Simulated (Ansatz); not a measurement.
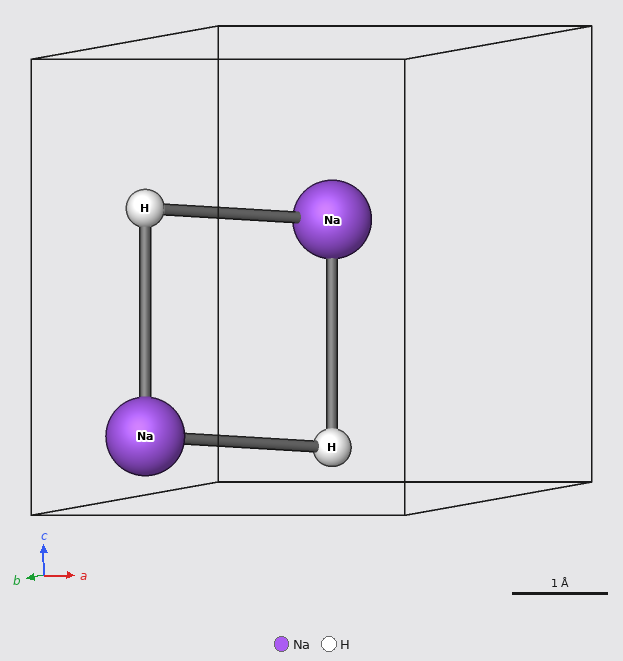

Normal modes of a crystal of NaH (a generated structure), space group P6₃/mmc (No. 194), at the zone centre. A ball-and-stick model of the conventional cell, seen from a free direction. Lengths and directions refer to the drawn axes.

Theory: DFT PBE, scalar-relativistic, plane waves, PAW in Ansatz 0.2.0.

Input
```yaml
crystal:
  lattice:
    - [3.4407091977, -1.9862476893, 0.0106385295]
    - [3.4407091977, 1.9862476893, 0.0106385295]
    - [-0.0150972654, 0.0, 4.8734233347]
  atoms:
    - { symbol: Na, position: [0.870144252, 0.870144252, 0.6392220005] }
    - { symbol: Na, position: [0.536832894, 0.536832894, 0.1392286895] }
    - { symbol: H, position: [0.8701381797, 0.8701381797, 0.1392361399] }
    - { symbol: H, position: [0.5368375836, 0.5368375836, 0.6392149003] }
basis:
  ecutwfc: 420
kpoints:
  mp_grid: { grid: [8, 8, 6] }
hamiltonian:
  xc: pbe
scf:
  occupations: { method: fixed }
output:
  eigenvalues: true
phonons:
  method: dfpt
  dielectric: true
  rigid_motions: translations
  eigenvectors: true
  qmesh: [2, 2, 2]
  temperatures: { t_max: 1000, t_step: 100 }
  qpath:
    path:
      - [[0.0, 0.0, 0.0], [0.50002418, 0.50005642, -4.19e-06], [0.33334946, 0.66669891, -4.19e-06], [0.0, 0.0, 0.0], [0.0, 0.0, 0.5], [0.50002418, 0.50005642, 0.49999581], [0.33334946, 0.66669891, 0.49999581], [0.0, 0.0, 0.5]]
      - [[0.50002418, 0.50005642, 0.49999581], [0.50002418, 0.50005642, -4.19e-06]]
      - [[0.33334946, 0.66669891, 0.49999581], [0.33334946, 0.66669891, -4.19e-06]]
    npoints: 8
```

Launched with:
```bash
ansatz run input.yaml --threads 1 --pin off --max-ram 2560MiB --backend cpu --events-out ev --progress --plain --runs-dir out
```

Frequencies are those without the non-analytic (LO–TO) term.

> List the optical modes.

The calculation's cell holds 4 atoms, so there are 9 optical modes, in 6 levels. The optical modes span 2E₂g + 2B₁g + A₂u + E₁u. No level is unstable.

```tsv
level	symmetry	frequency (cm⁻¹)	activity
1	E₂g	143	Raman-active
2	B₁g	190	silent
3	A₂u	424	infrared-active
4	E₁u	629	infrared-active
5	E₂g	728	Raman-active
6	B₁g	808	silent
```

The modes drawn as arrows (one member of each degenerate set):

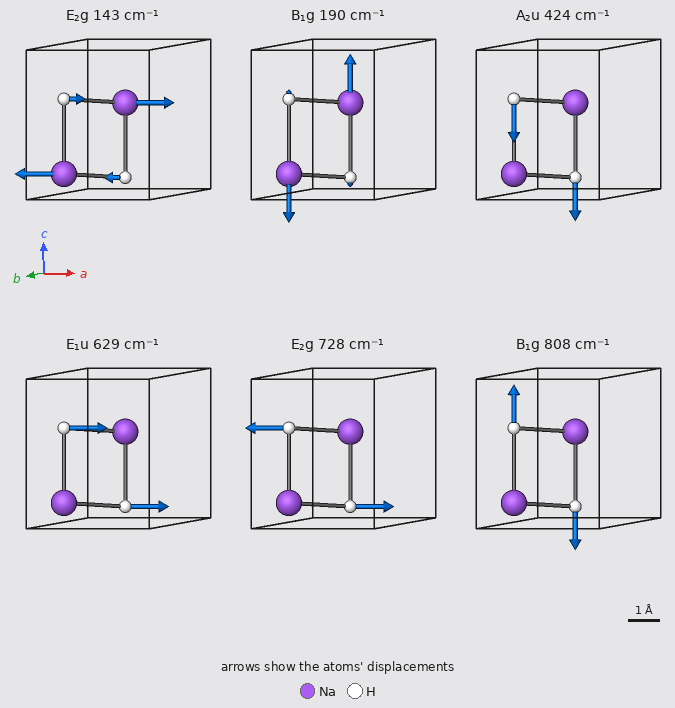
